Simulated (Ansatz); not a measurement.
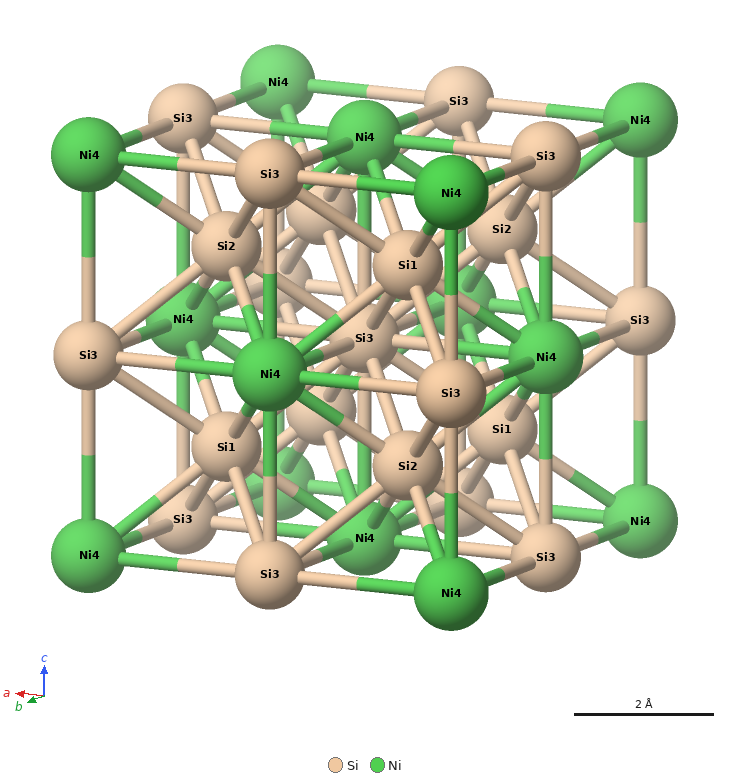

Figure 1. The structure (ball-and-stick view of the cell 4 times as large as that of the calculation, set on its symmetry axes, seen at an oblique angle; atoms are numbered from 1 in the order of the input). An atom can appear more than once, as a periodic image. Near neighbours in the periodic cell (some may lie outside the picture): Si has 4 Ni at 2.56 Å and 4 Si at 2.56 Å; Si has 6 Ni at 2.95 Å and 8 Si at 2.56 Å; Ni has 14 Si at 2.56 to 2.95 Å.

## What a change does: single-point calculation on NiSi3

System: NiSi3 (4 atoms in the cell).
Method of the first run: DFT r2SCAN, scalar-relativistic, plane waves, PAW, spin-polarised (Ansatz 0.2.0).

The structure was built on a prototype by a generator; it need not be a known phase. Text and figures count atoms from 1; the logs count them from 0 in places.

The input, the first run:
```yaml
crystal:
  lattice:
    - [0.0, 2.9546283616, 2.9546283616]
    - [2.9546283616, 0.0, 2.9546283616]
    - [2.9546283616, 2.9546283616, 0.0]
  atoms:
    - { symbol: Si, position: [0.25, 0.25, 0.25] }
    - { symbol: Si, position: [0.75, 0.75, 0.75] }
    - { symbol: Si, position: [0.5, 0.5, 0.5] }
    - { symbol: Ni, position: [0.0, 0.0, 0.0], spin: 2.5 }
basis:
  ecutwfc: 500
kpoints:
  mp_grid: { grid: [12, 12, 12] }
hamiltonian:
  xc: r2scan
scf:
  occupations: { method: gaussian, width: 0.1 }
  lower_state_search: "off"
output:
  forces: true
  stress: true
  eigenvalues: true
  populations: true
magnetization:
  spin_polarized: true
```

Launched with:
```bash
ansatz run input.yaml --threads 1 --pin off --max-ram 2560MiB --backend cpu --events-out ev --progress --plain --runs-dir out
```

Hardware: 1 thread of Arm Neoverse V2, 24 GiB of memory available, shared host.

Output, shortened to warnings, some set-up lines, iterations and results (the first run):
```
WARN: the starting moments were not kept: the SCF closed with an absolute magnetisation of 6.2e-5 μB, where they sum to 2.5 μB in size (1 site). That is at most 0.1 of that sum. Measured as dr2_m measures the in/out step, that magnetisation stands 4.6e-9 eV from none, at or under the dr2_threshold of 1.0e-7 eV: it is no larger than a step whose dr2_m would equal this threshold. The system may …
Basis set: ecut = 500 eV, 1363 PW (Γ), exchange–correlation on 128×128×128 points (64 copies of the dense FFT grid, shifted against one another)
Symmetry: 48 space group operations
k-points: 72 of 1728
Initial density: superposition of atomic densities (chi_scale 0.1, normalization cell)
[...]
SCF iter   1: F=-7754.716499 eV  HF=-7760.349796 eV  |F-HF|=5.63e0  |Δ(HF+E_count)|=         —  Δρ=1.81e-1 (↑5.53e-2 ↓1.81e-1)  dr2=7.94e0  dr2_τ=7.64e-2  dr2_m=6.41e0  …
SCF iter   2: F=-7758.953377 eV  HF=-7760.371881 eV  |F-HF|=1.42e0  |Δ(HF+E_count)|=   2.21e-2  Δρ=8.10e-2 (↑8.10e-2 ↓2.04e-2)  dr2=1.51e0  dr2_τ=1.12e-2  dr2_m=1.02e0  …
SCF iter   3: F=-7759.753742 eV  HF=-7760.446055 eV  |F-HF|=6.92e-1  |Δ(HF+E_count)|=   7.42e-2  Δρ=8.48e-2 (↑4.23e-2 ↓8.48e-2)  dr2=1.32e0  dr2_τ=1.18e-2  dr2_m=1.86e0  …
SCF iter   4: F=-7755.332217 eV  HF=-7760.787686 eV  |F-HF|=5.46e0  |Δ(HF+E_count)|=   3.42e-1  Δρ=7.16e-2 (↑7.16e-2 ↓5.39e-2)  dr2=6.39e0  dr2_τ=1.13e-2  dr2_m=4.24e-2  …
SCF iter   5: F=-7760.183476 eV  HF=-7760.485864 eV  |F-HF|=3.02e-1  |Δ(HF+E_count)|=   3.02e-1  Δρ=4.61e-2 (↑4.61e-2 ↓1.14e-2)  dr2=5.05e-1  dr2_τ=5.37e-3  dr2_m=3.81e-1  …
[... 22 lines ...]
SCF iter  28: F=-7760.668549 eV  HF=-7760.668549 eV  |F-HF|=6.74e-9  |Δ(HF+E_count)|=   2.08e-7  Δρ=3.44e-6 (↑3.44e-6 ↓1.55e-6)  dr2=8.75e-9  dr2_τ=1.77e-11  dr2_m=7.10e-10  …
SCF iter  29: F=-7760.668549 eV  HF=-7760.668549 eV  |F-HF|=6.83e-10  |Δ(HF+E_count)|=   1.34e-8  Δρ=2.12e-6 (↑8.65e-7 ↓2.12e-6)  dr2=3.91e-9  dr2_τ=6.60e-12  dr2_m=1.95e-10  …
SCF iter  30: F=-7760.668549 eV  HF=-7760.668549 eV  |F-HF|=3.64e-9  |Δ(HF+E_count)|=  8.44e-10  Δρ=9.41e-7 (↑2.56e-7 ↓9.41e-7)  dr2=2.55e-10  dr2_τ=8.30e-13  dr2_m=1.44e-10  …
SCF iter  31: F=-7760.668549 eV  HF=-7760.668549 eV  |F-HF|=5.46e-12  |Δ(HF+E_count)|=   4.94e-9  Δρ=3.97e-7 (↑1.13e-7 ↓3.97e-7)  dr2=6.98e-11  dr2_τ=2.40e-13  dr2_m=1.86e-11 …
SCF 1 converged in 31 iterations: F = -7760.668549 eV  dr2 = 6.98e-11
this state was not tested for a lower state beside it, because the mixer in use, unlike msr1, does not test its closes by its own steps (another_mixer; see scf.mixing.algorithm and scf.lower_state_search)
SCF converged after 31 iterations
Magnetization: -0.0000 μB (15.0000 up, 15.0000 down)
Absolute magnetization: 0.0001 μB (∫|ρ↑−ρ↓|, with the PAW one-centre terms)
Spin contamination: 0.0000 ħ² per cell (⟨S²⟩ above its minimum at these occupations)
Per-site moments (μB) at R_I (Å): [(-2.679534395928665e-6, 1.055498078203633), (-2.6795343959326424e-6, 1.0554980782036325), (-5.006179905164068e-6, 1.0554980782036325), (-3.745564065144179e-5, 1.0554980782036327)]
Free energy (F): -7760.668549 eV
Harris-Foulkes:  -7760.668549 eV  (|F-HF|=5.46e-12)
Internal energy: -7760.654071 eV  (E = F + TS)
E sigma→0 (E₀):  -7760.661310 eV
Entropy (-TS):   -0.014477 eV (-3.619 meV/atom)
Fermi energy:    13.171091 eV
--- Per-component energies (eV) ---
  E_band       = -320.886285
  E_kinetic    = 410.261743
  E_local      = -4964.642724  (includes V_loc(G=0)·N_el)
  E_nonlocal   = 718.230728
  E_hartree    = 2173.605181
  E_xc         = -236.047589
  E_vxc        = -272.065875  (∫ρ·V_xc dr)
  E_paw        = -3205.860880  (= ΣΔE_a)
  E_vpaw       = -575.538447  (= ΣTr[D̂ρ^β])
  E_aug_tail   = 0.000267  (compensation charges beyond the density's cutoff)
  E_vtau       = 15.656900  (kinetic-family band-sum trace: ∫τ·v_τ [+ j·A + Jᵃ·Aᵃ] dr)
  E_ewald      = -2655.671429
  E_core_change = -0.529368  (= ΣΔE_core)
  E_smearing   = -0.014477  (= −TS)
  E_closure    = -0.000000  (closes the sum)
  Σ components = -7760.668549   (vs F -7760.668549, Δ=0.00e0)
--- Forces (eV/Å), atoms counted from 1 ---
  atom   1  Si     0.00000000     0.00000000     0.00000000
  atom   2  Si     0.00000000     0.00000000     0.00000000
  atom   3  Si     0.00000000    -0.00000000     0.00000000
  atom   4  Ni    -0.00000000     0.00000000     0.00000000
  max |Σ_I F_I| component: 6.01e-17 eV/Å
--- Stress (GPa, compression-positive) ---
       -1.115997      -0.000000       0.000000
       -0.000000      -1.115997      -0.000000
       -0.000000      -0.000000      -1.115997
  P = ⅓ Tr σ = -1.1160 GPa (-11.160 kbar)
--- Löwdin populations: 4 sites ---
  site symbol       q [e]    m [muB]
     0     Si      4.0165    -0.0000
     1     Si      4.0165    -0.0000
     2     Si      3.9987    -0.0000
     3     Ni     17.4540    -0.0000
  spilling = 0.017141 (of n_electrons = 30.000000)
```

The input of the second run differs as follows (lines with − go, lines with + come):
```diff
-  ecutwfc: 500
+  ecutwfc: 420
-  xc: r2scan
+  xc: pbesol
+  write_density: true
+  write_potential: true
+  elf: true
+  volumetric_format: npy
```

How does the second run compare with the first run?

The total energies belong to different methods, so their difference says nothing on which is more stable or more accurate. The pressure goes from −1.12 to 0.01 GPa. The functional changes from r2SCAN to PBEsol. The SCF takes 20 iterations against 31. The plane waves at Γ go from 1363 to 965. On the same kind of shared host the second run took about 0.27 times as long.

Output, shortened to warnings, some set-up lines, iterations and results (the second run):
```
WARN: the starting moments were not kept: the SCF closed with an absolute magnetisation of 1.2e-6 μB, where they sum to 2.5 μB in size (1 site). That is at most 0.1 of that sum. Measured as dr2_m measures the in/out step, that magnetisation stands 1.1e-13 eV from none, at or under the dr2_threshold of 1.0e-7 eV: it is no larger than a step whose dr2_m would equal this threshold. The system may …
Basis set: ecut = 420 eV, 965 PW (Γ), exchange–correlation on 60×60×60 points (8 copies of the dense FFT grid, shifted against one another)
Symmetry: 48 space group operations
k-points: 72 of 1728
Initial density: superposition of atomic densities (chi_scale 0.1, normalization cell)
[...]
SCF iter   1: F=—  HF=-7668.455521 eV  |F-HF|=—  |Δ(HF+E_count)|=         —  Δρ=1.74e-1 (↑7.04e-2 ↓1.74e-1)  dr2=5.70e0  dr2_m=6.93e0  M=0.500 μB ∫|m|=0.634 μB  β_m=0.30  …
SCF iter   2: F=—  HF=-7668.538971 eV  |F-HF|=—  |Δ(HF+E_count)|=   8.35e-2  Δρ=9.58e-2 (↑9.58e-2 ↓2.70e-2)  dr2=1.70e0  dr2_m=1.63e0  M=0.891 μB ∫|m|=1.058 μB  β_m=0.30  …
SCF iter   3: F=—  HF=-7668.510230 eV  |F-HF|=—  |Δ(HF+E_count)|=   2.87e-2  Δρ=8.75e-2 (↑5.07e-2 ↓8.75e-2)  dr2=1.11e0  dr2_m=2.22e0  M=0.509 μB ∫|m|=0.646 μB  β_m=0.30  …
SCF iter   4: F=—  HF=-7668.671312 eV  |F-HF|=—  |Δ(HF+E_count)|=   1.61e-1  Δρ=7.36e-2 (↑7.36e-2 ↓2.25e-2)  dr2=3.81e0  dr2_m=3.26e-1  M=0.846 μB ∫|m|=0.986 μB  β_m=0.30  …
SCF iter   5: F=—  HF=-7668.497853 eV  |F-HF|=—  |Δ(HF+E_count)|=   1.73e-1  Δρ=4.41e-2 (↑3.88e-2 ↓4.41e-2)  dr2=1.49e-2  dr2_m=8.13e-1  M=0.509 μB ∫|m|=0.636 μB  β_m=0.30  …
[... 11 lines ...]
SCF iter  17: F=—  HF=-7668.655075 eV  |F-HF|=—  |Δ(HF+E_count)|=   6.92e-6  Δρ=1.05e-4 (↑4.92e-5 ↓1.05e-4)  dr2=8.35e-6  dr2_m=4.59e-7  M=0.001 μB ∫|m|=0.001 μB  β_m=0.83  …
SCF iter  18: F=—  HF=-7668.655075 eV  |F-HF|=—  |Δ(HF+E_count)|=   5.11e-7  Δρ=1.79e-5 (↑1.79e-5 ↓4.04e-6)  dr2=1.25e-7  dr2_m=4.60e-8  M=0.000 μB ∫|m|=0.000 μB  β_m=0.92  …
SCF iter  19: F=-7668.655075 eV  HF=-7668.655075 eV  |F-HF|=5.00e-9  |Δ(HF+E_count)|=   1.55e-8  Δρ=2.10e-6 (↑2.10e-6 ↓1.75e-6)  dr2=6.23e-9  dr2_m=2.15e-10  M=0.000 μB …
SCF iter  20: F=-7668.655075 eV  HF=-7668.655075 eV  |F-HF|=2.73e-12  |Δ(HF+E_count)|=  4.18e-11  Δρ=1.02e-7 (↑1.02e-7 ↓6.35e-8)  dr2=1.08e-12  dr2_m=2.53e-12  M=0.000 μB …
SCF 1 converged in 20 iterations: F = -7668.655075 eV  dr2 = 1.08e-12
SCF converged after 20 iterations
Magnetization: 0.0000 μB (15.0000 up, 15.0000 down)
Absolute magnetization: 0.0000 μB (∫|ρ↑−ρ↓|, with the PAW one-centre terms)
Spin contamination: 0.0000 ħ² per cell (⟨S²⟩ above its minimum at these occupations)
Per-site moments (μB) at R_I (Å): [(-8.456628794330569e-9, 1.055498078203633), (-8.45662879578363e-9, 1.0554980782036325), (-2.22570991902113e-8, 1.0554980782036325), (2.962054337357376e-7, 1.0554980782036327)]
Free energy (F): -7668.655075 eV
Harris-Foulkes:  -7668.655075 eV  (|F-HF|=2.73e-12)
Internal energy: -7668.640027 eV  (E = F + TS)
E sigma→0 (E₀):  -7668.647551 eV
Entropy (-TS):   -0.015048 eV (-3.762 meV/atom)
Fermi energy:    13.086697 eV
--- Per-component energies (eV) ---
  E_band       = -295.907404
  E_kinetic    = 411.049559
  E_local      = -4957.149153  (includes V_loc(G=0)·N_el)
  E_nonlocal   = 717.231108
  E_hartree    = 2162.243949
  E_xc         = -252.881808
  E_vxc        = -255.325459  (∫ρ·V_xc dr)
  E_paw        = -3093.754734  (= ΣΔE_a)
  E_vpaw       = -536.201891  (= ΣTr[D̂ρ^β])
  E_aug_tail   = 0.000511  (compensation charges beyond the density's cutoff)
  E_ewald      = -2655.671429
  E_core_change = 0.291971  (= ΣΔE_core)
  E_smearing   = -0.015048  (= −TS)
  E_closure    = -0.000000  (closes the sum)
  Σ components = -7668.655075   (vs F -7668.655075, Δ=0.00e0)
--- Forces (eV/Å), atoms counted from 1 ---
  atom   1  Si    -0.00000000    -0.00000000    -0.00000000
  atom   2  Si    -0.00000000    -0.00000000    -0.00000000
  atom   3  Si     0.00000000    -0.00000000     0.00000000
  atom   4  Ni    -0.00000000     0.00000000     0.00000000
  max |Σ_I F_I| component: 2.78e-17 eV/Å
--- Stress (GPa, compression-positive) ---
        0.010626       0.000000      -0.000000
       -0.000000       0.010626      -0.000000
        0.000000      -0.000000       0.010626
  P = ⅓ Tr σ = 0.0106 GPa (0.106 kbar)
--- Löwdin populations: 4 sites ---
  site symbol       q [e]    m [muB]
     0     Si      4.0211     0.0000
     1     Si      4.0211     0.0000
     2     Si      4.0004     0.0000
     3     Ni     17.4632     0.0000
  spilling = 0.016470 (of n_electrons = 30.000000)
```

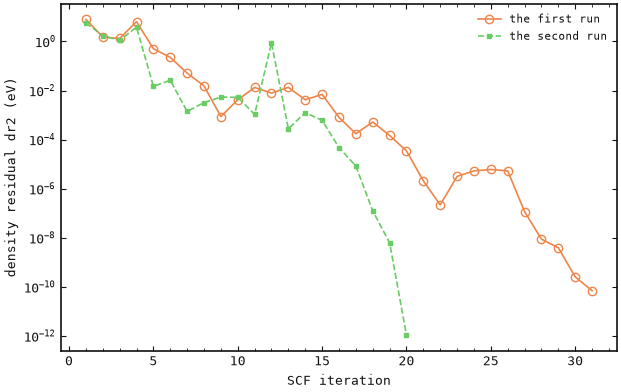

Figure 2. Convergence of the two runs: density residual dr2 against the SCF iteration. The first run takes 31 iterations in all, and the second run takes 20.

The two runs side by side:

```tsv
quantity	the first run	the second run
outcome	converged	converged
free energy per atom (eV)	−1940.1671	−1917.1638
energy per atom, smearing taken to zero (eV)	−1940.1653	−1917.1619
gap on the mesh (eV)	0.00	0.00
net moment of the cell (μB)	0.00	0.00
absolute moment of the cell (μB)	0.00	0.00
pressure (GPa)	−1.12	0.01
largest force (eV/Å)	0.000	0.000
SCF iterations	31	20
irreducible k-points	72	72
plane waves at Γ	1363	965
wall time (shared host)	64 s	17 s
```

For the first run: The electronic state found may not be the lowest one. Warnings: some starting moments were not kept; the state was not tested for a lower one. For the second run: Warnings: some starting moments were not kept.
